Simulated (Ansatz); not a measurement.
A series of calculations on C$_{26}$N

### Relaxation

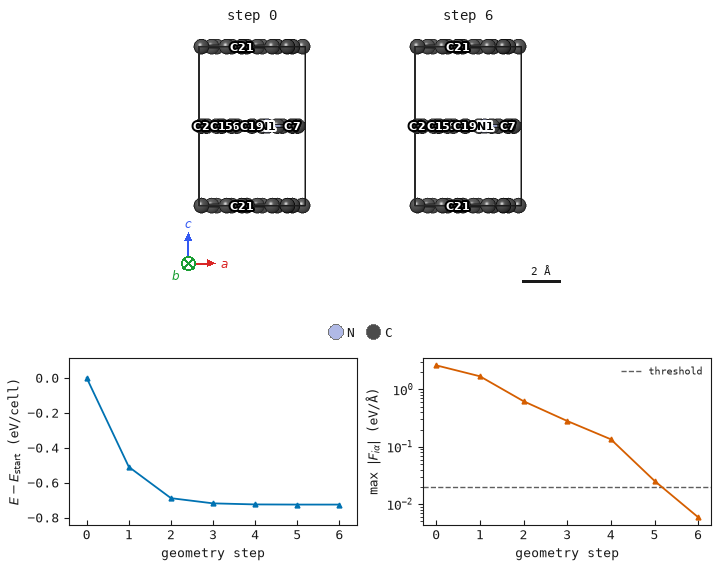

First and last geometry of a relaxation of a defect cell of composition C26N, with the history of the run. A ball-and-stick model of the cell of the calculation (origin shifted), seen along the b axis.

Case: N after trading places with the vacancy, charge +0, atoms relaxed.

Computed with DFT PBE, scalar-relativistic, plane waves, PAW (Ansatz).

Input
```yaml
crystal:
  lattice:
    - [4.933065567, -4.2721600996, 0.0]
    - [-6.1663319588, -2.1360800497, 0.0]
    - [0.0, 0.0, -8.4654494173]
  atoms:
    - { symbol: "N", position: [0.7619047619, 0.8095238095, 0.75] }
    - { symbol: C, position: [0.1428571429, 0.7142857143, 0.75] }
    - { symbol: C, position: [0.7142857143, 0.5714285714, 0.75] }
    - { symbol: C, position: [0.2857142857, 0.4285714286, 0.75] }
    - { symbol: C, position: [0.8571428571, 0.2857142857, 0.75] }
    - { symbol: C, position: [0.4285714286, 0.1428571429, 0.75] }
    - { symbol: C, position: [0.0, 0.0, 0.75] }
    - { symbol: C, position: [0.5714285714, 0.8571428571, 0.25] }
    - { symbol: C, position: [0.1428571429, 0.7142857143, 0.25] }
    - { symbol: C, position: [0.7142857143, 0.5714285714, 0.25] }
    - { symbol: C, position: [0.2857142857, 0.4285714286, 0.25] }
    - { symbol: C, position: [0.8571428571, 0.2857142857, 0.25] }
    - { symbol: C, position: [0.4285714286, 0.1428571429, 0.25] }
    - { symbol: C, position: [0.0, 0.0, 0.25] }
    - { symbol: C, position: [0.3333333333, 0.6666666667, 0.75] }
    - { symbol: C, position: [0.9047619048, 0.5238095238, 0.75] }
    - { symbol: C, position: [0.4761904762, 0.380952381, 0.75] }
    - { symbol: C, position: [0.0476190476, 0.2380952381, 0.75] }
    - { symbol: C, position: [0.619047619, 0.0952380952, 0.75] }
    - { symbol: C, position: [0.1904761905, 0.9523809524, 0.75] }
    - { symbol: C, position: [0.5238095238, 0.619047619, 0.25] }
    - { symbol: C, position: [0.0952380952, 0.4761904762, 0.25] }
    - { symbol: C, position: [0.6666666667, 0.3333333333, 0.25] }
    - { symbol: C, position: [0.2380952381, 0.1904761905, 0.25] }
    - { symbol: C, position: [0.8095238095, 0.0476190476, 0.25] }
    - { symbol: C, position: [0.380952381, 0.9047619048, 0.25] }
    - { symbol: C, position: [0.9523809524, 0.7619047619, 0.25] }
basis:
  ecutwfc: 420
  xc_grid: 2
kpoints:
  mp_grid: { grid: [4, 4, 3], shift: [0.0, 0.0, 0.0] }
hamiltonian:
  xc: pbe
scf:
  occupations: { method: gaussian, width: 0.1 }
output:
  forces: true
  stress: false
  eigenvalues: true
  write_density: true
  write_potential: true
  elf: true
  volumetric_format: npy
relax:
  adjacent_minimum: "off"
  f_tol: 0.02
  max_steps: 60
```

Launched with:
```bash
ansatz run input.yaml --threads 4 --pin off --max-ram 10240MiB --backend cpu --events-out ev --progress --plain --runs-dir out
```

Question: What do the curves and the structures tell?

Answer: It converged. The energy falls by 0.725 eV per cell of the calculation in 6 geometry steps. Largest force component: 2.6 eV/Å at the start, 0.0059 eV/Å at the end. C19 moves most: 0.16 Å roughly along [−1 −1 0]. Largest moves by element: C 0.16 Å, N 0.11 Å. The cell doesn't change. Among the contacts that change: C4–C18 1.424 → 1.504 Å, N1–C3 1.424 → 1.346 Å, C5–C19 1.424 → 1.486 Å, C7–C18 1.424 → 1.480 Å. Among the angles between lasting bonds that change: C18–C5–C19 120.0° → 127.1°, C2–C16–C3 120.0° → 113.4°, C19–C6–C20 120.0° → 113.6°.

Limits of the set-up: the cell has an odd number of electrons but was run without spin polarisation; the periodic images lie only 6.5 Å apart, so the values are limited by the cell's size.

### Relaxation

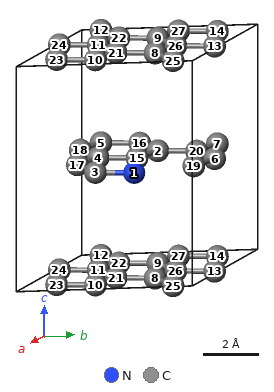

This is the input geometry for a relaxation of a defect cell of composition C26N. Style: ball-and-stick. Shown: the cell of the calculation (origin shifted), slightly off an axis.

The calculation used Ansatz 0.2.0, DFT PBE, scalar-relativistic, plane waves, PAW; settings changed.

Input
```yaml
crystal:
  lattice:
    - [4.933065567, -4.2721600996, 0.0]
    - [-6.1663319588, -2.1360800497, 0.0]
    - [0.0, 0.0, -8.4654494173]
  atoms:
    - { symbol: "N", position: [0.7619047619, 0.8095238095, 0.75] }
    - { symbol: C, position: [0.1428571429, 0.7142857143, 0.75] }
    - { symbol: C, position: [0.7142857143, 0.5714285714, 0.75] }
    - { symbol: C, position: [0.2857142857, 0.4285714286, 0.75] }
    - { symbol: C, position: [0.8571428571, 0.2857142857, 0.75] }
    - { symbol: C, position: [0.4285714286, 0.1428571429, 0.75] }
    - { symbol: C, position: [0.0, 0.0, 0.75] }
    - { symbol: C, position: [0.5714285714, 0.8571428571, 0.25] }
    - { symbol: C, position: [0.1428571429, 0.7142857143, 0.25] }
    - { symbol: C, position: [0.7142857143, 0.5714285714, 0.25] }
    - { symbol: C, position: [0.2857142857, 0.4285714286, 0.25] }
    - { symbol: C, position: [0.8571428571, 0.2857142857, 0.25] }
    - { symbol: C, position: [0.4285714286, 0.1428571429, 0.25] }
    - { symbol: C, position: [0.0, 0.0, 0.25] }
    - { symbol: C, position: [0.3333333333, 0.6666666667, 0.75] }
    - { symbol: C, position: [0.9047619048, 0.5238095238, 0.75] }
    - { symbol: C, position: [0.4761904762, 0.380952381, 0.75] }
    - { symbol: C, position: [0.0476190476, 0.2380952381, 0.75] }
    - { symbol: C, position: [0.619047619, 0.0952380952, 0.75] }
    - { symbol: C, position: [0.1904761905, 0.9523809524, 0.75] }
    - { symbol: C, position: [0.5238095238, 0.619047619, 0.25] }
    - { symbol: C, position: [0.0952380952, 0.4761904762, 0.25] }
    - { symbol: C, position: [0.6666666667, 0.3333333333, 0.25] }
    - { symbol: C, position: [0.2380952381, 0.1904761905, 0.25] }
    - { symbol: C, position: [0.8095238095, 0.0476190476, 0.25] }
    - { symbol: C, position: [0.380952381, 0.9047619048, 0.25] }
    - { symbol: C, position: [0.9523809524, 0.7619047619, 0.25] }
basis:
  ecutwfc: 420
  xc_grid: 2
kpoints:
  mp_grid: { grid: [4, 4, 3], shift: [0.0, 0.0, 0.0] }
hamiltonian:
  xc: pbe
scf:
  occupations: { method: gaussian, width: 0.1 }
  initial_density: { chi_scale: 0.0 }
output:
  forces: true
  eigenvalues: true
relax:
  adjacent_minimum: "off"
  f_tol: 0.02
  max_steps: 60
```

Command:
```bash
ansatz run input.yaml --threads 4 --pin off --max-ram 10240MiB --backend cpu --events-out ev --progress --plain --runs-dir out
```

**Predict the outcome.**

Over 6 geometry steps the energy falls by 0.725 eV per cell of the calculation. Largest force component: 2.6 eV/Å at the start, 0.0059 eV/Å at the end. The largest moves, 0.16 Å, are those of C15 and C19. C15 goes along [1 3 0]. Largest moves by element: C 0.16 Å, N 0.11 Å. The cell stays as it was. Near-neighbour distances that change, for instance: C4–C18 1.424 → 1.504 Å, N1–C3 1.424 → 1.346 Å, C5–C19 1.424 → 1.486 Å, C7–C18 1.424 → 1.480 Å. Among the angles between lasting bonds that change: C16–C5–C18 120.0° → 112.6°, C18–C5–C19 120.0° → 127.1°, C2–C15–C4 120.0° → 114.3°. The run took 100 s on 4 threads of Arm Neoverse V1 (shared host), peak memory 1 GiB.

After the run, drawn alike:

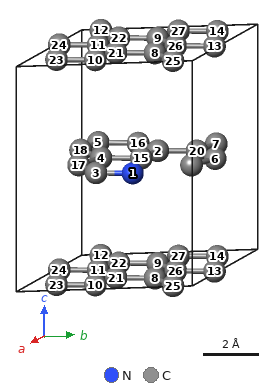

Limits of the set-up: the cell has an odd number of electrons but was run without spin polarisation; the periodic images lie only 6.5 Å apart, so the values are limited by the cell's size.

### Path

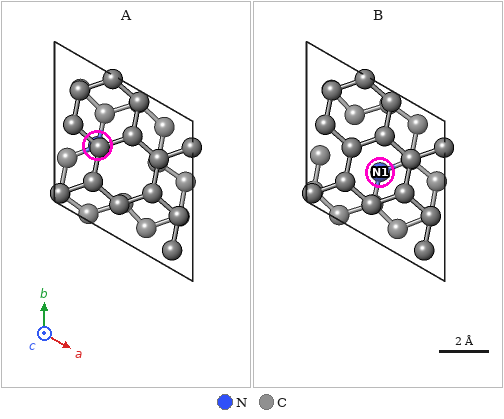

The two relaxed end points of a path for a defect cell of composition C₂₆N (27 atoms in the cell). A ball-and-stick model of the simulation cell (origin moved), seen along the c axis. The moving atom is ringed, with any periodic copies. Bonds to atoms that aren't drawn are left out.

All numbers below come from Ansatz, DFT PBE, scalar-relativistic, plane waves, PAW.

Settings: plane-wave cutoff 420 eV; k-point mesh 4 × 4 × 3; Gaussian smearing 0.1 eV; 5 movable images; climbing image.

Start:
```
N C
1.0
     4.93307   -4.27216    0.00000
    -6.16633   -2.13608    0.00000
     0.00000    0.00000   -8.46545
N C
1 26
Direct
  0.55834 0.86144 0.75000
  0.14833 0.71487 0.75000
  0.74152 0.59491 0.75000
  0.28645 0.42716 0.75000
  0.85381 0.27802 0.75000
  0.43157 0.15385 0.75000
  0.99151 0.97347 0.75000
  0.57042 0.85668 0.25000
  0.14179 0.71384 0.25000
  0.71325 0.57101 0.25000
  0.28471 0.42813 0.25000
  0.85607 0.28521 0.25000
  0.42752 0.14241 0.25000
  0.99892 0.99951 0.25000
  0.33625 0.67464 0.75000
  0.90870 0.52262 0.75000
  0.49027 0.40216 0.75000
  0.03869 0.21908 0.75000
  0.60838 0.08815 0.75000
  0.19232 0.95312 0.75000
  0.52280 0.61862 0.25000
  0.09418 0.47574 0.25000
  0.66562 0.33293 0.25000
  0.23700 0.18999 0.25000
  0.80845 0.04713 0.25000
  0.37993 0.90431 0.25000
  0.95130 0.76148 0.25000
```

End:
```
CELL_PARAMETERS angstrom
4.93307 -4.27216 0.00000
-6.16633 -2.13608 0.00000
0.00000 0.00000 -8.46545
ATOMIC_POSITIONS crystal
N 0.77629 0.80616 0.75000
C 0.14228 0.71446 0.75000
C 0.72622 0.57944 0.75000
C 0.29592 0.44851 0.75000
C 0.84434 0.26542 0.75000
C 0.42591 0.14495 0.75000
C 0.99835 0.99294 0.75000
C 0.57130 0.85674 0.25000
C 0.14276 0.71390 0.25000
C 0.71413 0.57103 0.25000
C 0.28563 0.42821 0.25000
C 0.85701 0.28529 0.25000
C 0.42844 0.14241 0.25000
C 0.99983 0.99961 0.25000
C 0.34312 0.69415 0.75000
C 0.90304 0.51375 0.75000
C 0.48079 0.38956 0.75000
C 0.04815 0.24042 0.75000
C 0.59308 0.07264 0.75000
C 0.18628 0.95271 0.75000
C 0.52368 0.61870 0.25000
C 0.09511 0.47579 0.25000
C 0.66652 0.33293 0.25000
C 0.23797 0.19009 0.25000
C 0.80934 0.04719 0.25000
C 0.38085 0.90435 0.25000
C 0.95224 0.76151 0.25000
```

Q: What barrier does the band find between them, and by what path?

A: The barrier is about 4.04 eV in both directions, with image 3 at the top; the ends have nearly the same energy. The N atom travels furthest, 1.63 Å from end to end, along [3 −1 0], on a straight line. At the highest image its nearest neighbour (C) is 1.84 Å away, against 1.35 Å at the start, and the surrounding atoms stand up to 0.18 Å off the mean of their end positions. Breaking: 2 C–N (1.35 → 2.54–2.56 Å). Forming: 2 C–N (2.54–2.56 → 1.35 Å). The band is converged.

Energies of the converged images:

```csv
image,path (Å),E (eV)
0,0.00,0.000
1,0.35,0.533
2,0.71,2.803
3,1.06,4.040
4,1.41,2.811
5,1.77,0.547
6,2.12,0.004
```

The geometry at the top of the path:

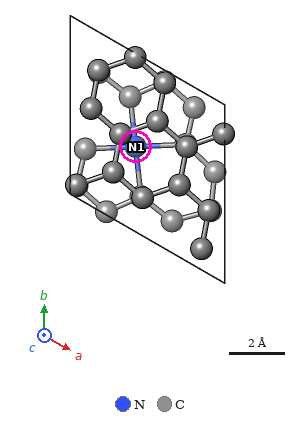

Limits of the set-up: the cell has an odd number of electrons but was run without spin polarisation; the periodic images lie only 6.5 Å apart, so the values are limited by the cell's size.
